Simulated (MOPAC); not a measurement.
# Geometry relaxation of C₄H₉ (charge +1) (part 1 of 3)

System: C₄H₉, charge +1.
Method: PM6-D3H4X, closed shell, dispersion D3H4X (MOPAC 23.2.5).

The starting geometry was optimised with PM6-D3H4X.

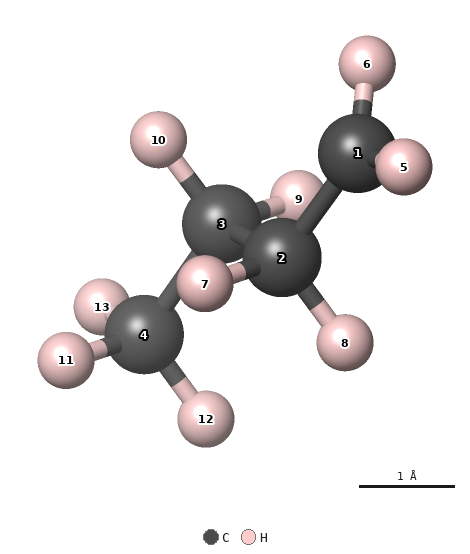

Fig. 1: The input geometry (ball-and-stick view, seen at a tilt; atoms are numbered from 1 in the order of the input).

**Input (calc.mop)**
```
GNORM=0.05 CYCLES=300 DISP CHARGE=1 PM6-D3H4X AUX(PRECISION=6) T=10M THREADS=1
C4H9, PM6-D3H4X

C     -1.044652 1     1.702743 1    -0.546151 1
C     -0.611289 1     0.295712 1    -0.548697 1
C      0.491023 1    -0.007281 1     0.482621 1
C      0.912339 1    -1.478539 1     0.449971 1
H     -1.811635 1     2.020956 1    -1.229543 1
H     -0.607215 1     2.416333 1     0.127108 1
H     -0.236478 1     0.037239 1    -1.574603 1
H     -1.501426 1    -0.354612 1    -0.337713 1
H      0.113651 1     0.244637 1     1.502733 1
H      1.378478 1     0.634344 1     0.265286 1
H      1.306536 1    -1.746008 1    -0.555326 1
H      0.044299 1    -2.134883 1     0.680794 1
H      1.708451 1    -1.658433 1     1.206331 1
```

Command:
```bash
mopac calc.mop
```

**Log**
```
MOPAC v23.2.5
PM6-D3H4X CALCULATION RESULTS

 *  PM6-D3H4   - CORRECT DISPERSION AND HYDROGEN BOND TERMS USING THE D3H4 METHOD
 *
 *
 *
 *                 CHARGE ON SYSTEM = +1
 *
 *
 *
 *  THREADS=1  - MULTI-THREADING NOT USED
 *  CYCLES=    - DO A MAXIMUM OF 300 STEPS
 *  GNORM      - EXIT WHEN GRADIENT NORM DROPS BELOW 0.050
 *  AUX        - OUTPUT AUXILIARY INFORMATION
 *  DISP       - PRINT DISPERSION AND HYDROGEN BOND ENERGIES
GNORM=0.05 CYCLES=300 DISP CHARGE=1 PM6-D3H4X AUX(PRECISION=6) T=10M THREADS=1
 C4H9, PM6-D3H4X

   ATOM   CHEMICAL          X               Y               Z
  NUMBER   SYMBOL      (ANGSTROMS)     (ANGSTROMS)     (ANGSTROMS)

     1       C         -1.04465200  *   1.70274300  *  -0.54615100  *
     2       C         -0.61128900  *   0.29571200  *  -0.54869700  *
     3       C          0.49102300  *  -0.00728100  *   0.48262100  *
     4       C          0.91233900  *  -1.47853900  *   0.44997100  *
     5       H         -1.81163500  *   2.02095600  *  -1.22954300  *
     6       H         -0.60721500  *   2.41633300  *   0.12710800  *
     7       H         -0.23647800  *   0.03723900  *  -1.57460300  *
     8       H         -1.50142600  *  -0.35461200  *  -0.33771300  *
     9       H          0.11365100  *   0.24463700  *   1.50273300  *
    10       H          1.37847800  *   0.63434400  *   0.26528600  *
    11       H          1.30653600  *  -1.74600800  *  -0.55532600  *
    12       H          0.04429900  *  -2.13488300  *   0.68079400  *
    13       H          1.70845100  *  -1.65843300  *   1.20633100  *

          CARTESIAN COORDINATES

    NO.       ATOM           X           Y           Z

     1         C         -1.0447      1.7027     -0.5462
     2         C         -0.6113      0.2957     -0.5487
     3         C          0.4910     -0.0073      0.4826
     4         C          0.9123     -1.4785      0.4500
     5         H         -1.8116      2.0210     -1.2295
     6         H         -0.6072      2.4163      0.1271
     7         H         -0.2365      0.0372     -1.5746
     8         H         -1.5014     -0.3546     -0.3377
     9         H          0.1137      0.2446      1.5027
    10         H          1.3785      0.6343      0.2653
    11         H          1.3065     -1.7460     -0.5553
    12         H          0.0443     -2.1349      0.6808
    13         H          1.7085     -1.6584      1.2063

           Empirical Formula: C4 H9  =    13 atoms

      MOLECULAR POINT GROUP   :   Cs

      RHF CALCULATION, NO. OF DOUBLY OCCUPIED LEVELS = 12

          Geometry optimization using EF

          DIAGONAL MATRIX USED AS START HESSIAN
```

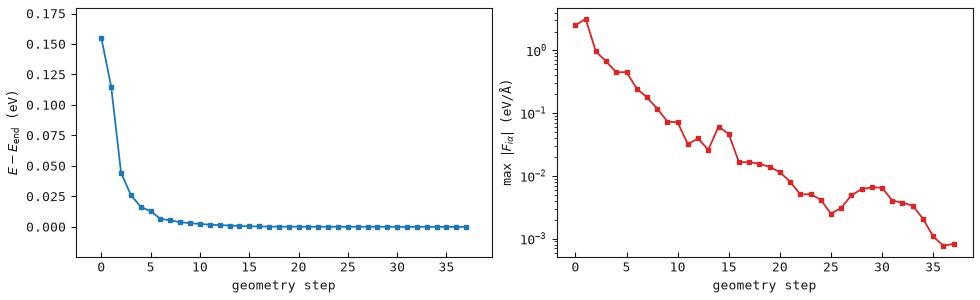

Fig. 2: Progress of the relaxation, step by step (steps are counted from 0).

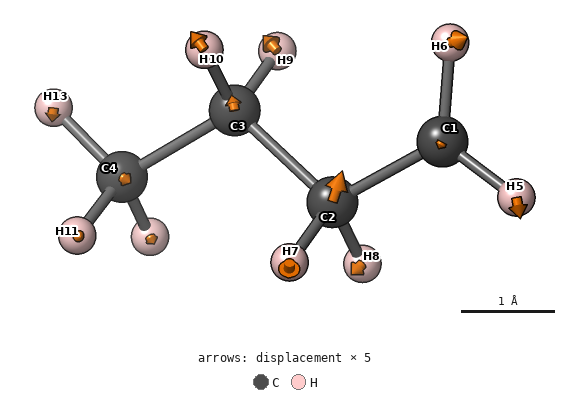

Fig. 3: The starting structure with the displacements as orange arrows, magnified 5 times (ball-and-stick view, seen at a tilt). The two geometries are laid on each other by the best rigid fit. The energy falls by 0.155 eV in 37 geometry steps. Largest force component: 2.5 eV/Å at the start, 0.00082 eV/Å at the end. The atom that moves furthest after the best rigid fit is C2 (0.074 Å). Largest moves by element: C 0.074 Å, H 0.060 Å. Among the contacts that change: C1–C2 1.472 → 1.407 Å, C2–H7 1.122 → 1.162 Å, C1–H6 1.074 → 1.110 Å, C1–H5 1.075 → 1.109 Å. Among the angles that change: H7–C2–H8 107.7° → 97.3°, C1–C2–C3 113.4° → 117.9°, H5–C1–H6 119.5° → 117.3°. (Atoms are counted from 1 in the order of the input.)

```
 CYCLE:     1 TIME:   0.004 TIME LEFT: 10.00M  GRAD.:    91.246 HEAT:  215.8595
 CYCLE:     2 TIME:   0.004 TIME LEFT: 10.00M  GRAD.:   100.169 HEAT:  214.9346
 CYCLE:     3 TIME:   0.004 TIME LEFT: 10.00M  GRAD.:    41.566 HEAT:  213.3058
 CYCLE:     4 TIME:   0.000 TIME LEFT: 10.00M  GRAD.:    28.495 HEAT:  212.8840
 CYCLE:     5 TIME:   0.004 TIME LEFT: 10.00M  GRAD.:    20.762 HEAT:  212.6599
 CYCLE:     6 TIME:   0.000 TIME LEFT: 10.00M  GRAD.:    20.062 HEAT:  212.5782
 CYCLE:     7 TIME:   0.000 TIME LEFT: 10.00M  GRAD.:     9.806 HEAT:  212.4328
 CYCLE:     8 TIME:   0.004 TIME LEFT: 10.00M  GRAD.:     9.314 HEAT:  212.4057
 CYCLE:     9 TIME:   0.000 TIME LEFT: 10.00M  GRAD.:     5.586 HEAT:  212.3695
 CYCLE:    10 TIME:   0.004 TIME LEFT: 10.00M  GRAD.:     4.106 HEAT:  212.3516
 CYCLE:    11 TIME:   0.000 TIME LEFT: 10.00M  GRAD.:     3.479 HEAT:  212.3374
 CYCLE:    12 TIME:   0.004 TIME LEFT: 10.00M  GRAD.:     2.330 HEAT:  212.3226
 CYCLE:    13 TIME:   0.000 TIME LEFT: 10.00M  GRAD.:     3.079 HEAT:  212.3156
 CYCLE:    14 TIME:   0.004 TIME LEFT: 10.00M  GRAD.:     1.876 HEAT:  212.3069
 CYCLE:    15 TIME:   0.000 TIME LEFT: 10.00M  GRAD.:     2.629 HEAT:  212.2987
 CYCLE:    16 TIME:   0.000 TIME LEFT: 10.00M  GRAD.:     2.030 HEAT:  212.2929
 CYCLE:    17 TIME:   0.004 TIME LEFT: 10.00M  GRAD.:     1.087 HEAT:  212.2897
 CYCLE:    18 TIME:   0.000 TIME LEFT: 10.00M  GRAD.:     0.976 HEAT:  212.2870
 CYCLE:    19 TIME:   0.004 TIME LEFT: 10.00M  GRAD.:     0.905 HEAT:  212.2859
 CYCLE:    20 TIME:   0.000 TIME LEFT: 10.00M  GRAD.:     0.625 HEAT:  212.2850
 CYCLE:    21 TIME:   0.000 TIME LEFT: 10.00M  GRAD.:     0.512 HEAT:  212.2844
 CYCLE:    22 TIME:   0.004 TIME LEFT: 10.00M  GRAD.:     0.397 HEAT:  212.2839
 CYCLE:    23 TIME:   0.000 TIME LEFT: 10.00M  GRAD.:     0.244 HEAT:  212.2837
 CYCLE:    24 TIME:   0.000 TIME LEFT: 10.00M  GRAD.:     0.171 HEAT:  212.2836
 CYCLE:    25 TIME:   0.004 TIME LEFT: 10.00M  GRAD.:     0.150 HEAT:  212.2835
 CYCLE:    26 TIME:   0.000 TIME LEFT: 10.00M  GRAD.:     0.128 HEAT:  212.2835
 CYCLE:    27 TIME:   0.000 TIME LEFT: 10.00M  GRAD.:     0.134 HEAT:  212.2835
 CYCLE:    28 TIME:   0.004 TIME LEFT: 10.00M  GRAD.:     0.177 HEAT:  212.2834
 CYCLE:    29 TIME:   0.000 TIME LEFT: 10.00M  GRAD.:     0.229 HEAT:  212.2833
 CYCLE:    30 TIME:   0.004 TIME LEFT: 10.00M  GRAD.:     0.314 HEAT:  212.2832
 CYCLE:    31 TIME:   0.000 TIME LEFT: 10.00M  GRAD.:     0.319 HEAT:  212.2831
 CYCLE:    32 TIME:   0.000 TIME LEFT: 10.00M  GRAD.:     0.278 HEAT:  212.2828
 CYCLE:    33 TIME:   0.004 TIME LEFT: 10.00M  GRAD.:     0.216 HEAT:  212.2826
 CYCLE:    34 TIME:   0.000 TIME LEFT: 10.00M  GRAD.:     0.199 HEAT:  212.2825
 CYCLE:    35 TIME:   0.000 TIME LEFT: 10.00M  GRAD.:     0.123 HEAT:  212.2825
 CYCLE:    36 TIME:   0.004 TIME LEFT: 10.00M  GRAD.:     0.069 HEAT:  212.2825
 CYCLE:    37 TIME:   0.000 TIME LEFT: 10.00M  GRAD.:     0.055 HEAT:  212.2824
 CYCLE:    38 TIME:   0.004 TIME LEFT: 10.00M  GRAD.:     0.045 HEAT:  212.2824

     GRADIENT =  0.04459 IS LESS THAN CUTOFF =  0.05000

 -------------------------------------------------------------------------------
 GNORM=0.05 CYCLES=300 DISP CHARGE=1 PM6-D3H4X AUX(PRECISION=6) T=10M THREADS=1
 C4H9, PM6-D3H4X

     GEOMETRY OPTIMISED USING EIGENVECTOR FOLLOWING (EF).
     SCF FIELD WAS ACHIEVED

                              PM6-D3H4X CALCULATION

          FINAL HEAT OF FORMATION =        212.28243 KCAL/MOL =     888.18968 KJ/MOL

          TOTAL ENERGY            =     -13910.27323 KCAL/MOL = ELECTRONIC ENERGY + CORE-CORE REPULSION
          ENERGY OF ATOMS         =      14113.17330 KCAL/MOL
                              SUM =        202.90007 KCAL/MOL
          DISPERSION ENERGY       =         -0.92609 KCAL/MOL
          H - H CORRECTION ENERGY =         10.30844 KCAL/MOL
                              SUM =        212.28243 KCAL/MOL = FINAL HEAT OF FORMATION

          TOTAL ENERGY            =       -603.20654 EV
          ELECTRONIC ENERGY       =      -2315.25852 EV
          CORE-CORE REPULSION     =       1712.05198 EV
          COSMO AREA              =        114.45 SQUARE ANGSTROMS
          COSMO VOLUME            =         99.67 CUBIC ANGSTROMS

          GRADIENT NORM           =          0.04459          =       0.01237 PER ATOM
          IONIZATION POTENTIAL    =         16.187194 EV
          HOMO LUMO ENERGIES (EV) =        -16.187 -7.753
          NO. OF FILLED LEVELS    =         12
          MOLECULAR WEIGHT        =         57.1151         POINT GROUP:  Cs

          MOLECULAR DIMENSIONS (Angstroms)

            Atom       Atom       Distance
            H    13    H     5     5.66277
            H     6    H    12     2.94222
            H    11    H     9     2.44539

          SCF CALCULATIONS        =         43

          WALL-CLOCK TIME         =      0.070 SECONDS
          COMPUTATION TIME        =      0.071 SECONDS

   ATOM   CHEMICAL          X               Y               Z
  NUMBER   SYMBOL      (ANGSTROMS)     (ANGSTROMS)     (ANGSTROMS)

     1       C         -1.04860252  *   1.67797059  *  -0.56425123  *
     2       C         -0.59710673  *   0.34602126  *  -0.51143790  *
     3       C          0.50784590  *  -0.00070195  *   0.50706233  *
     4       C          0.89447656  *  -1.47303047  *   0.42841134  *
     5       H         -1.84155771  *   1.99033461  *  -1.27349498  *
     6       H         -0.62491522  *   2.45833974  *   0.10239983  *
     7       H         -0.27097725  *  -0.02005377  *  -1.56498904  *
     8       H         -1.48729155  *  -0.38694408  *  -0.37045556  *
     9       H          0.14208912  *   0.22732769  *   1.54176242  *
    10       H          1.41291668  *   0.62726778  *   0.30043628  *
    11       H          1.30528691  *  -1.74039957  *  -0.57247433  *
    12       H          0.03262301  *  -2.14050696  *   0.65993812  *
    13       H          1.69475476  *  -1.68567499  *   1.18585854  *

                             CARTESIAN COORDINATES

   1    C       -1.048602516     1.677970586    -0.564251228
   2    C       -0.597106735     0.346021259    -0.511437898
   3    C        0.507845901    -0.000701951     0.507062329
   4    C        0.894476559    -1.473030470     0.428411335
   5    H       -1.841557712     1.990334611    -1.273494982
   6    H       -0.624915215     2.458339745     0.102399831
   7    H       -0.270977254    -0.020053772    -1.564989038
   8    H       -1.487291550    -0.386944078    -0.370455559
   9    H        0.142089122     0.227327694     1.541762423
  10    H        1.412916681     0.627267784     0.300436284
  11    H        1.305286914    -1.740399566    -0.572474332
  12    H        0.032623005    -2.140506958     0.659938125
  13    H        1.694754763    -1.685674985     1.185858543

           Empirical Formula: C4 H9  =    13 atoms

      MOLECULAR POINT GROUP   :   Cs

                  EIGENVALUES
 -34.69418 -31.14177 -27.19324 -25.54218 -21.85802 -21.22175 -21.02979 -18.69544
 -18.44295 -17.31480 -16.53807 -16.18719  -7.75258  -2.47750  -1.98181  -1.63547
  -1.36602  -1.11267  -0.42806  -0.03574   0.95974   1.47773   1.92719   1.94047
   2.80853

              NET ATOMIC CHARGES AND DIPOLE CONTRIBUTIONS

  ATOM NO.   TYPE          CHARGE      No. of ELECS.   s-Pop       p-Pop
    1          C           0.325992        3.6740     1.22068     2.45333
    2          C          -0.477170        4.4772     1.11389     3.36328
    3          C          -0.182345        4.1823     1.08954     3.09280
    4          C          -0.478671        4.4787     1.09313     3.38554
    5          H           0.176515        0.8235     0.82349
    6          H           0.187065        0.8129     0.81294
    7          H           0.301460        0.6985     0.69854
    8          H           0.300951        0.6990     0.69905
    9          H           0.159426        0.8406     0.84057
   10          H           0.159149        0.8409     0.84085
   11          H           0.168073        0.8319     0.83193
   12          H           0.168059        0.8319     0.83194
   13          H           0.191497        0.8085     0.80850
 DIPOLE           X         Y         Z       TOTAL
 POINT-CHG.    -3.397     4.001    -2.217     5.698
 HYBRID        -0.286     0.112    -0.258     0.401
 SUM           -3.683     4.113    -2.475     6.050

          ATOMIC ORBITAL ELECTRON POPULATIONS

     Atom    s        px        py        pz
    1  C   1.22068   0.71116   1.00336   0.73881
    2  C   1.11389   1.15513   1.03379   1.17437
    3  C   1.08954   1.00587   1.05652   1.03041
    4  C   1.09313   1.18627   0.99939   1.19988
    5  H   0.82349
    6  H   0.81294
    7  H   0.69854
    8  H   0.69905
    9  H   0.84057
   10  H   0.84085
   11  H   0.83193
   12  H   0.83194
   13  H   0.80850

 *                    *
 * JOB ENDED NORMALLY *
 *                    *

 TOTAL JOB TIME:             0.07 SECONDS

 == MOPAC DONE ==
```

**Trajectory as extended XYZ (Å, eV, eV/Å), 38 frames, from step=0 to step=37**
```
13
Properties=species:S:1:pos:R:3:forces:R:3 step=0 energy=9.36055
C    -1.0447    1.7027   -0.5462    0.5735  -2.3939  -0.1725
C    -0.6113    0.2957   -0.5487   -0.0682   2.5173   0.7286
C     0.4910   -0.0073    0.4826    0.1343  -0.1476   0.0910
C     0.9123   -1.4785    0.4500   -0.3074   0.3245  -0.2110
H    -1.8116    2.0210   -1.2295   -0.5904   0.2697  -0.5181
H    -0.6072    2.4163    0.1271    0.3543   0.5515   0.5368
H    -0.2365    0.0372   -1.5746   -0.0188  -0.3455  -0.5711
H    -1.5014   -0.3546   -0.3377   -0.4400  -0.4758  -0.1586
H     0.1137    0.2446    1.5027   -0.0010  -0.0469   0.1425
H     1.3785    0.6343    0.2653    0.1505  -0.0001  -0.0052
H     1.3065   -1.7460   -0.5553    0.1017  -0.0905  -0.0214
H     0.0443   -2.1349    0.6808    0.0099  -0.1188   0.0689
H     1.7085   -1.6584    1.2063    0.1016  -0.0440   0.0900
13
Properties=species:S:1:pos:R:3:forces:R:3 step=1 energy=9.32044
C    -1.0351    1.6438   -0.5560   -0.7722   3.1850   0.2322
C    -0.6134    0.3564   -0.5242    0.8772  -2.5144  -0.2474
C     0.4927   -0.0121    0.4828    0.1615   0.3154   0.3059
C     0.9055   -1.4725    0.4414   -0.1471  -0.0261   0.0146
H    -1.8211    2.0275   -1.2490    0.0675  -0.1407   0.0293
H    -0.6011    2.4298    0.1447   -0.1848  -0.3342  -0.3216
H    -0.2374    0.0279   -1.5957   -0.3255  -0.1301   0.2729
H    -1.5089   -0.3661   -0.3431    0.0564  -0.1292  -0.2932
H     0.1138    0.2437    1.5070    0.0856  -0.0861   0.1094
H     1.3809    0.6335    0.2634    0.1522  -0.0347   0.0488
H     1.3073   -1.7493   -0.5564    0.0852  -0.0742  -0.0488
H     0.0438   -2.1379    0.6838    0.0464  -0.0595   0.0198
H     1.7096   -1.6601    1.2090   -0.1023   0.0287  -0.1219
13
Properties=species:S:1:pos:R:3:forces:R:3 step=2 energy=9.24981
C    -1.0436    1.6824   -0.5582    0.2123  -0.6470   0.1548
C    -0.6050    0.3228   -0.5100   -0.3679   0.8679  -0.9610
C     0.4959   -0.0084    0.4948    0.0860   0.1108   0.0293
C     0.9034   -1.4707    0.4316   -0.0030  -0.1756   0.4032
H    -1.8241    2.0250   -1.2700    0.0814  -0.0648   0.0661
H    -0.6019    2.4278    0.1426   -0.0719   0.0196  -0.1352
H    -0.2423    0.0178   -1.6043   -0.3054   0.0184   0.6436
H    -1.5106   -0.3769   -0.3633    0.0991  -0.0777  -0.1380
H     0.1156    0.2414    1.5170    0.1256  -0.0718   0.1477
H     1.3834    0.6321    0.2591    0.1407  -0.0078   0.1198
H     1.3086   -1.7536   -0.5612    0.0301  -0.0194  -0.0682
H     0.0449   -2.1412    0.6914    0.1029   0.0297  -0.0704
H     1.7097   -1.6596    1.2032   -0.1301   0.0176  -0.1918
13
Properties=species:S:1:pos:R:3:forces:R:3 step=3 energy=9.23152
C    -1.0440    1.6812   -0.5452   -0.0506  -0.3910  -0.4134
C    -0.6087    0.3294   -0.5409   -0.0022   0.4804   0.6677
C     0.4995   -0.0049    0.4956   -0.1995  -0.0649  -0.1324
C     0.9037   -1.4757    0.4447   -0.0959   0.1618  -0.3259
H    -1.8240    2.0222   -1.2649    0.0526  -0.0166   0.1288
H    -0.6029    2.4268    0.1352    0.0045   0.1355   0.1448
H    -0.2493    0.0159   -1.5776   -0.0520  -0.1894  -0.2621
H    -1.5096   -0.3802   -0.3665    0.0979  -0.0138  -0.1506
H     0.1192    0.2397    1.5238    0.0834  -0.0398  -0.0685
H     1.3864    0.6312    0.2599    0.1309   0.0050   0.0916
H     1.3086   -1.7556   -0.5657   -0.0813   0.0370   0.2028
H     0.0470   -2.1410    0.6917   -0.0120  -0.0503   0.0030
H     1.7086   -1.6591    1.1924    0.1243  -0.0539   0.1143
```
